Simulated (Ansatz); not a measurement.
WSe: geometry relaxation

- system: WSe (2 atoms in the cell)
- method: DFT PBE, scalar-relativistic, plane waves, PAW, no spin polarisation (Ansatz 0.2.0)

The structure was made by swapping elements on the sites of another compound; it need not be a known phase. It belongs to a series of runs on one base structure; here: rock salt type (Fm-3m, No. 225). Figures and captions count atoms from 1; the log counts them from 0 in places.

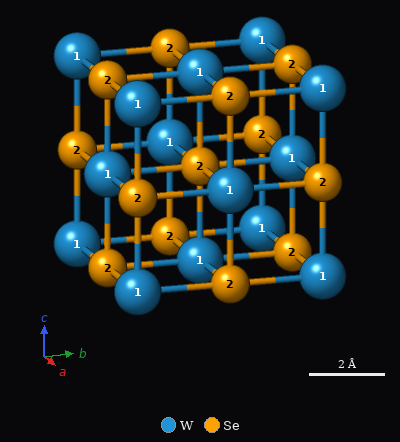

Fig. 1: The structure as given in the input (ball-and-stick view of the cell 4 times as large as that of the calculation, set on its symmetry axes, seen slightly off an axis; atoms are numbered from 1 in the order of the input).

Input file:
```yaml
crystal:
  lattice:
    - [0.0, 2.620707347, 2.620707347]
    - [2.620707347, 0.0, 2.620707347]
    - [2.620707347, 2.620707347, 0.0]
  atoms:
    - { symbol: W, position: [0.0, 0.0, 0.0] }
    - { symbol: Se, position: [0.5, 0.5, 0.5] }
basis:
  ecutwfc: 420
kpoints:
  mp_grid: { grid: [18, 18, 18] }
hamiltonian:
  xc: pbe
scf:
  occupations: { method: gaussian, width: 0.1 }
output:
  forces: true
  stress: true
  eigenvalues: true
relax:
  adjacent_minimum: "off"
  f_tol: 0.01
  max_steps: 80
  cell: { stress_tol: 0.05 }
```

Run on 1 thread of Intel Xeon @ 2.50GHz (Skylake/Cascade Lake), 192 GiB of memory available, shared host.

Run as:
```bash
ansatz run input.yaml --threads 1 --pin off --max-ram 2560MiB --backend cpu --events-out ev --progress --plain --runs-dir out
```

What the program printed:
```
Engine: ansatz 0.2.0, x86_64-unknown-linux-gnu
Pseudopotentials: kind: paw
Pseudopotential: W, paw, valence charge 14, recommended cutoff 420 eV (normal), W.paw.azcp
Pseudopotential: Se, paw, valence charge 16, recommended cutoff 420 eV (normal), Se.paw.azcp
Functional definition: PBE
  parameter kappa = 0.804
  parameter beta = 0.06672455060314922
  exchange = pbe_x(kappa = kappa, mu = beta*pi^2/3)
  correlation = pbe_c(beta = beta)
Crystal: 2 atoms, lattice volume = 35.999 Å³
Basis set: ecut = 420 eV, 725 PW (Γ), exchange–correlation on 50×50×50 points (8 copies of the dense FFT grid, shifted against one another)
Bands: 19, of which v1, the nominal top of the filled ones, is band 15 counted from 1 (14 counted from 0)
Symmetry: 48 space group operations
Space group: Fm-3m (ITA 225), of the structure as read, at distance tolerance 3.3e-5 Å
k-points: 195 of 5832
Non-local potential: W, projectors of the file, l = 0: 3, l = 1: 2, l = 2: 2, l = 3: 1
Non-local potential: Se, projectors of the file, l = 0: 2, l = 1: 2, l = 2: 3, l = 3: 1
PAW form: soft (Blöchl's): semilocal exchange-correlation on the pseudo side does not see the compensation charge
PAW one-centre angular grid: W, 590 points (default); XC on 64 Gauss nodes
PAW one-centre angular grid: Se, 590 points (default); XC on 64 Gauss nodes
Initial density: superposition of atomic densities (neutral atoms: chi_scale 0, normalization atom), corrected by the library's trained network
Initial wavefunctions: pseudopotential atomic-orbital guess
Functional: x = pbe(κ = 0.804, μ = 0.2195149727645171), c = pbe(β = 0.06672455060314922)
SCF iter   1: F=—  HF=-15851.517187 eV  |F-HF|=—  |Δ(HF+E_count)|=         —  Δρ=4.54e-3  dr2=1.32e-2  ethr=1.77e-3  ⟨swp⟩=5.2  Hψ=17784  notcnv=0
preconditioner: auto → Kerker (q_TF=auto, 2.647 Å⁻¹)  [metal: Δε(μ)=0.002 eV  Ē_g=7.993 eV  σ=0.100 eV  W_gap=0.01  n_scr=14 (ndim 8)  ℏωp=21.4 eV  f_vac=0.000  D(μ)=3.21/eV (n_scr^D=50)]
SCF iter   2: F=—  HF=-15851.514656 eV  |F-HF|=—  |Δ(HF+E_count)|=   2.53e-3  Δρ=2.04e-3  dr2=2.35e-3  ethr=4.40e-5  ⟨swp⟩=1.1  Hψ=5288  notcnv=0
SCF iter   3: F=—  HF=-15851.514180 eV  |F-HF|=—  |Δ(HF+E_count)|=   4.76e-4  Δρ=7.01e-4  dr2=2.10e-4  ethr=7.85e-6  ⟨swp⟩=2.0  Hψ=4557  notcnv=0
SCF iter   4: F=—  HF=-15851.514141 eV  |F-HF|=—  |Δ(HF+E_count)|=   3.88e-5  Δρ=1.97e-4  dr2=1.38e-5  ethr=7.01e-7  ⟨swp⟩=2.7  Hψ=6383  notcnv=0
SCF iter   5: F=—  HF=-15851.514144 eV  |F-HF|=—  |Δ(HF+E_count)|=   2.40e-6  Δρ=7.21e-5  dr2=1.70e-6  ethr=4.59e-8  ⟨swp⟩=2.0  Hψ=6437  notcnv=0
SCF iter   6: F=-15851.514144 eV  HF=-15851.514144 eV  |F-HF|=2.26e-8  |Δ(HF+E_count)|=   5.01e-7  Δρ=1.66e-5  dr2=8.63e-8  ethr=3.33e-10  ⟨swp⟩=3.1  Hψ=16722  notcnv=0
SCF 1 converged in 6 iterations: F = -15851.514144 eV  dr2 = 8.63e-8
  greatest PAW one-centre occupation: 1.000 electrons in one spin orbital (limit 2), on the Se atom at site 1 (counted from 0), in its partial waves of l = 2
relax step   1: F+E_penalty+E_count = -15851.51414423 eV  Δ(F+E_penalty+E_count) = +0.000e0 eV  max|allowed force component| = 4.996e-30 eV/Å  Δτ_max = 0.0000 Å  P = -0.935 GPa  Ω = 35.999 Å³  (6 SCF iters, dr2 threshold 1.00e-7 eV, accepted)
Crystal: 2 atoms, lattice volume = 35.597 Å³
Initial density: handed on by an earlier stage of this run
Initial wavefunctions: those handed on with the density
iter 1 solved again at ethr=6.26e-7 eV; its pass at ethr=3.10e-3 eV (dr2=1.88e-4 eV) is discarded
SCF iter   1: F=—  HF=-15851.514485 eV  |F-HF|=—  |Δ(HF+E_count)|=         —  Δρ=4.59e-4  dr2=1.28e-4  ethr=6.26e-7  ⟨swp⟩=2.0  Hψ=19843  notcnv=0
preconditioner: auto → Kerker (q_TF=auto, 2.652 Å⁻¹)  [metal: Δε(μ)=0.004 eV  Ē_g=8.099 eV  σ=0.100 eV  W_gap=0.02  n_scr=14 (ndim 8)  ℏωp=21.6 eV  f_vac=0.000  D(μ)=3.14/eV (n_scr^D=50)]
SCF iter   2: F=—  HF=-15851.514465 eV  |F-HF|=—  |Δ(HF+E_count)|=   1.95e-5  Δρ=2.17e-4  dr2=2.45e-5  ethr=4.26e-7  ⟨swp⟩=2.0  Hψ=4138  notcnv=0
SCF iter   3: F=—  HF=-15851.514461 eV  |F-HF|=—  |Δ(HF+E_count)|=   4.53e-6  Δρ=6.81e-5  dr2=1.63e-6  ethr=8.15e-8  ⟨swp⟩=2.0  Hψ=4392  notcnv=0
SCF iter   4: F=-15851.514461 eV  HF=-15851.514461 eV  |F-HF|=2.02e-7  |Δ(HF+E_count)|=   1.86e-7  Δρ=1.83e-5  dr2=1.75e-7  ethr=6.67e-10  ⟨swp⟩=6.2  Hψ=17180  notcnv=0
SCF 2 converged in 4 iterations: F = -15851.514461 eV  dr2 = 1.75e-7
relax step   2: F+E_penalty+E_count = -15851.51446092 eV  Δ(F+E_penalty+E_count) = -3.167e-4 eV  max|allowed force component| = 2.367e-30 eV/Å  Δτ_max = 0.0000 Å  P = +0.770 GPa  Ω = 35.597 Å³  energy of the carried Pulay correction = +8.674e-5 eV  (4 SCF iters, dr2 threshold 2.00e-7 eV, accepted)
Crystal: 2 atoms, lattice volume = 35.777 Å³
iter 1 solved again at ethr=1.48e-7 eV; its pass at ethr=3.10e-3 eV (dr2=4.45e-5 eV) is discarded
SCF iter   1: F=—  HF=-15851.514851 eV  |F-HF|=—  |Δ(HF+E_count)|=         —  Δρ=2.17e-4  dr2=2.93e-5  ethr=1.48e-7  ⟨swp⟩=2.0  Hψ=19446  notcnv=0
preconditioner: auto → Kerker (q_TF=auto, 2.649 Å⁻¹)  [metal: Δε(μ)=0.003 eV  Ē_g=8.064 eV  σ=0.100 eV  W_gap=0.02  n_scr=14 (ndim 8)  ℏωp=21.5 eV  f_vac=0.000  D(μ)=3.16/eV (n_scr^D=50)]
SCF iter   2: F=—  HF=-15851.514849 eV  |F-HF|=—  |Δ(HF+E_count)|=   1.31e-6  Δρ=9.68e-5  dr2=4.97e-6  ethr=9.76e-8  ⟨swp⟩=2.0  Hψ=4165  notcnv=0
SCF iter   3: F=—  HF=-15851.514849 eV  |F-HF|=—  |Δ(HF+E_count)|=   9.66e-7  Δρ=3.22e-5  dr2=3.67e-7  ethr=1.66e-8  ⟨swp⟩=2.7  Hψ=5847  notcnv=0
SCF iter   4: F=-15851.514848 eV  HF=-15851.514849 eV  |F-HF|=4.40e-8  |Δ(HF+E_count)|=   6.86e-9  Δρ=1.15e-5  dr2=5.76e-8  ethr=6.67e-10  ⟨swp⟩=5.2  Hψ=16156  notcnv=0
SCF 3 converged in 4 iterations: F = -15851.514848 eV  dr2 = 5.76e-8
relax step   3: F+E_penalty+E_count = -15851.51484847 eV  Δ(F+E_penalty+E_count) = -3.876e-4 eV  max|allowed force component| = 2.498e-30 eV/Å  Δτ_max = 0.0000 Å  P = -0.009 GPa  Ω = 35.777 Å³  energy of the carried Pulay correction = +4.769e-5 eV  (4 SCF iters, dr2 threshold 2.00e-7 eV, accepted)
Initial wavefunctions: pseudopotential atomic-orbital guess (no wavefunctions were taken with the density)
iter 1 solved again at ethr=5.76e-9 eV; its pass at ethr=3.10e-3 eV (dr2=1.73e-6 eV) is discarded
SCF iter   1: F=—  HF=-15851.514796 eV  |F-HF|=—  |Δ(HF+E_count)|=         —  Δρ=1.50e-5  dr2=6.39e-8  ethr=5.76e-9  ⟨swp⟩=3.2  Hψ=29176  notcnv=0
preconditioner: auto → Kerker (q_TF=auto, 2.649 Å⁻¹)  [metal: Δε(μ)=0.003 eV  Ē_g=8.063 eV  σ=0.100 eV  W_gap=0.01  n_scr=14 (ndim 8)  ℏωp=21.5 eV  f_vac=0.000  D(μ)=3.16/eV (n_scr^D=50)]
SCF iter   2: F=—  HF=-15851.514799 eV  |F-HF|=—  |Δ(HF+E_count)|=   3.92e-6  Δρ=9.09e-6  dr2=2.37e-8  ethr=2.13e-10  ⟨swp⟩=2.0  Hψ=6050  notcnv=0
SCF iter   3: F=—  HF=-15851.514799 eV  |F-HF|=—  |Δ(HF+E_count)|=   5.48e-9  Δρ=4.36e-6  dr2=7.25e-9  ethr=7.92e-11  ⟨swp⟩=1.0  Hψ=3705  notcnv=0
SCF iter   4: F=—  HF=-15851.514799 eV  |F-HF|=—  |Δ(HF+E_count)|=   2.04e-9  Δρ=8.97e-7  dr2=1.07e-10  ethr=2.42e-11  ⟨swp⟩=2.0  Hψ=4805  notcnv=0
SCF iter   5: F=-15851.514799 eV  HF=-15851.514799 eV  |F-HF|=3.64e-12  |Δ(HF+E_count)|=  7.46e-11  Δρ=1.70e-7  dr2=3.81e-12  ethr=1.00e-12  ⟨swp⟩=5.9  Hψ=16049  notcnv=0
SCF 4 converged in 5 iterations: F = -15851.514799 eV  dr2 = 3.81e-12
relax step   4: F+E_penalty+E_count = -15851.51479943 eV  Δ(F+E_penalty+E_count) = +4.905e-5 eV  max|allowed force component| = 1.216e-30 eV/Å  Δτ_max = 0.0000 Å  P = -0.009 GPa  Ω = 35.777 Å³  stress off target by 8.80e-3 GPa  SCF on the basis re-selected at this cell (its energy is not comparable with the rows above)  (5 SCF iters)
```

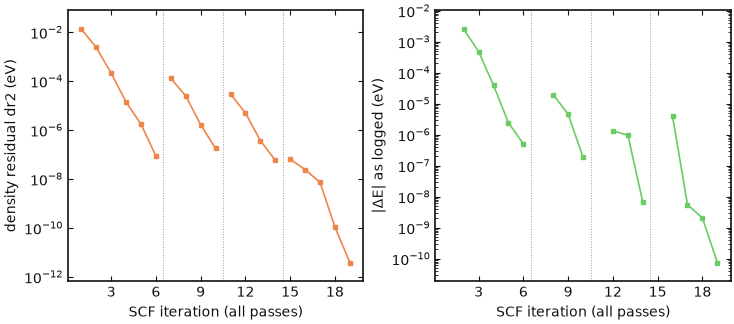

Fig. 2: Convergence of the self-consistent field: density residual dr2 and size of the energy change against the SCF iteration. The dotted lines part the SCF passes of the relaxation: geometry steps, rejected trials and re-solves on a re-selected basis. The passes take 6, 4, 4 and 5 iterations.

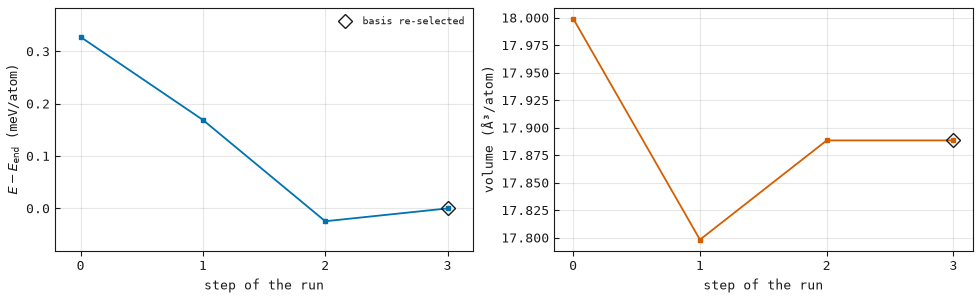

Fig. 3: Progress of the relaxation, step by step (the first geometry is step 0 here and step 1 in the log). No atom moves by more than 0.005 Å relative to the cell. The volume changes by −0.6 %, with a = b = c 5.241 → 5.231 Å (−0.2 %). Among the contacts that change: W1–Se2 2.621 → 2.615 Å. The space group stays Fm-3m (No. 225). The energy falls by 0.4 meV per atom in 2 geometry steps. All forces vanish by symmetry, so only the cell relaxes. The pressure goes from −0.93 to −0.01 GPa. A last SCF at the same geometry on a re-selected plane-wave basis shifts the energy by +0.0 meV per atom. (Atoms are counted from 1 in the order of the input.)

```
basis re-selected at this cell: Δ(F+E_penalty+E_count) = +4.905e-5 eV, ΔP = +0.000 GPa vs the last step (what re-selecting the basis moved, of the pressure what is left beyond the Pulay correction that the steps carried, after the strain that the cell walked since its last selection, with what the two solves' SCF thresholds leave and, on support functions, any second-order correction that the steps lacked; it is no measure of the basis error at this ecutwfc). This SCF's stress stands 8.80e-3 GPa from its target on what of the cell is left free (relax.cell.stress_tol is 5.00e-2 GPa) and its largest allowed force component is 1.22e-30 eV/Å (relax.f_tol is 1.00e-2 eV/Å): within both
SCF converged after 5 iterations
Free energy (F): -15851.514799 eV
Harris-Foulkes:  -15851.514799 eV  (|F-HF|=3.64e-12)
Internal energy: -15851.498984 eV  (E = F + TS)
E sigma→0 (E₀):  -15851.506891 eV
Entropy (-TS):   -0.015816 eV (-7.908 meV/atom)
Fermi energy:    17.530010 eV
--- Per-component energies (eV) ---
  E_band       = -422.659956
  E_kinetic    = 571.347711
  E_local      = -2765.398830  (includes V_loc(G=0)·N_el)
  E_nonlocal   = -589.933721
  E_hartree    = 1303.956688
  E_xc         = -370.270959
  E_vxc        = -336.135490  (∫ρ·V_xc dr)
  E_paw        = -10476.664493  (= ΣΔE_a)
  E_vpaw       = 89.547589  (= ΣTr[D̂ρ^β])
  E_aug_tail   = -0.000657  (compensation charges beyond the density's cutoff)
  E_ewald      = -3524.534722
  E_smearing   = -0.015816  (= −TS)
  E_closure    = -0.000000  (closes the sum)
  Σ components = -15851.514799   (vs F -15851.514799, Δ=0.00e0)
--- Forces (eV/Å), atoms counted from 1 ---
  atom   1  W     -0.00000000    -0.00000000    -0.00000000
  atom   2  Se    -0.00000000     0.00000000    -0.00000000
  max |Σ_I F_I| component: 3.02e-30 eV/Å
--- Stress (GPa, compression-positive) ---
       -0.008799      -0.000000      -0.000000
       -0.000000      -0.008799      -0.000000
       -0.000000      -0.000000      -0.008799
  P = ⅓ Tr σ = -0.0088 GPa (-0.088 kbar)
--- Band table (eV; the first three rows and the last of 195) ---
  k-point 0: bands = ["-56.9871", "-32.0130", "-32.0130", "-31.9991", "-31.9991", "-31.9991", "-21.2603", "-21.2603", "-21.2603", "0.9033", "14.8326", "14.8326", "14.8326", "15.3667", "15.3667", "15.3667", "15.8619", "15.8619", "18.8566"]
  k-point 1: bands = ["-56.9870", "-32.0130", "-32.0130", "-31.9991", "-31.9991", "-31.9991", "-21.2631", "-21.2604", "-21.2604", "0.9448", "14.2798", "14.4141", "14.4141", "15.4595", "15.4595", "15.6573", "16.3010", "16.3010", "19.1562"]
  k-point 2: bands = ["-56.9868", "-32.0131", "-32.0131", "-31.9991", "-31.9990", "-31.9990", "-21.2714", "-21.2609", "-21.2609", "1.0673", "13.3803", "13.7940", "13.7940", "15.6099", "15.6099", "15.9167", "17.1069", "17.1069", "19.9048"]
  k-point 194: bands = ["-56.9836", "-32.0134", "-32.0125", "-31.9988", "-31.9985", "-31.9978", "-21.3211", "-21.3129", "-21.2924", "2.5495", "11.0959", "11.1176", "11.3839", "16.6278", "17.3253", "17.3706", "18.3379", "18.7497", "23.7354"]
--- Relaxed structure (3 steps of the walk, 3 accepted, 1 SCFs on fresh bases) ---
  F+E_penalty+E_count = -15851.51479943 eV   max|allowed force component| = 1.216e-30 eV/Å   (the final SCF, on the basis selected at the relaxed cell)
  cell:  # Å, volume = 35.7770 Å³
    - [-4.9931544900331666e-34, 2.615318771525818, 2.615318771525818]
    - [2.615318771525818, -6.687675793175461e-35, 2.615318771525818]
    - [2.615318771525818, 2.615318771525818, -8.655453138676871e-34]
  atoms:
    - { symbol: W, position: [2.5721127592028753e-34, -2.3271496392787974e-34, -2.327149639278799e-34] }
    - { symbol: Se, position: [0.5, 0.5, 0.5] }
```

Trajectory as extended XYZ (Å, eV, eV/Å), 4 frames, from step=1 to step=4:
```
2
Lattice="0.0000 2.6207 2.6207 2.6207 0.0000 2.6207 2.6207 2.6207 0.0000" Properties=species:S:1:pos:R:3:forces:R:3 step=1 energy=-15851.51414 pressure_GPa=-0.93
W     0.0000    0.0000    0.0000    0.0000   0.0000   0.0000
Se    2.6207    2.6207    2.6207    0.0000   0.0000   0.0000
2
Lattice="0.0000 2.6109 2.6109 2.6109 0.0000 2.6109 2.6109 2.6109 0.0000" Properties=species:S:1:pos:R:3:forces:R:3 step=2 energy=-15851.51446 pressure_GPa=0.77
W     0.0000    0.0000    0.0000    0.0000   0.0000   0.0000
Se    2.6109    2.6109    2.6109    0.0000   0.0000   0.0000
2
Lattice="0.0000 2.6153 2.6153 2.6153 0.0000 2.6153 2.6153 2.6153 0.0000" Properties=species:S:1:pos:R:3:forces:R:3 step=3 energy=-15851.51485 pressure_GPa=-0.01
W     0.0000    0.0000    0.0000    0.0000   0.0000   0.0000
Se    2.6153    2.6153    2.6153    0.0000   0.0000   0.0000
2
Lattice="0.0000 2.6153 2.6153 2.6153 0.0000 2.6153 2.6153 2.6153 0.0000" Properties=species:S:1:pos:R:3:forces:R:3 step=4 energy=-15851.51480 pressure_GPa=-0.01
W     0.0000    0.0000    0.0000    0.0000   0.0000   0.0000
Se    2.6153    2.6153    2.6153    0.0000   0.0000   0.0000
```

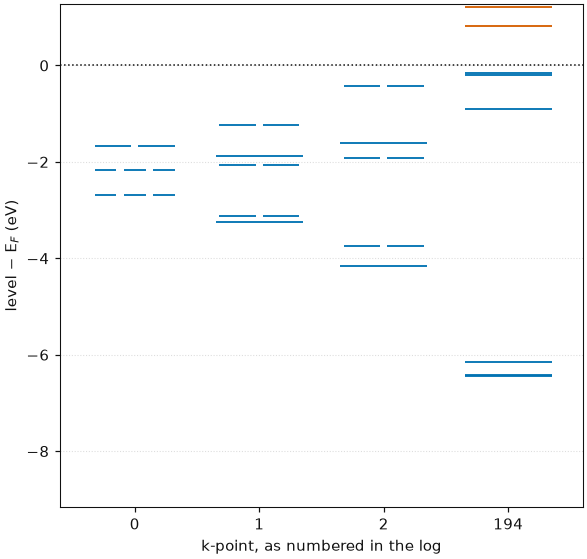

Fig. 4: Kohn–Sham levels near the Fermi level (dotted) at the few k-points that the log prints; levels within 0.02 eV of each other stand side by side. The system is metallic on the full mesh.

Results in brief:

- outcome: converged
- space group (tolerance 0.01 Å): Fm-3m (225)
- electrons treated: 30
- free energy: −15851.5148 eV
- Fermi energy: 17.530 eV
- gap on the k-point mesh: none (metallic)
- pressure: −0.01 GPa
- final volume: 35.78 Å³
- largest force (length of the vector) at the end: under 0.001 eV/Å
- final cell: a = 3.699 Å, b = 3.699 Å, c = 3.699 Å, α = 60.00°, β = 60.00°, γ = 60.00°
- wall time: 41 s
- peak memory: 0.48 GiB

Spin–orbit coupling is left out, which matters for W.
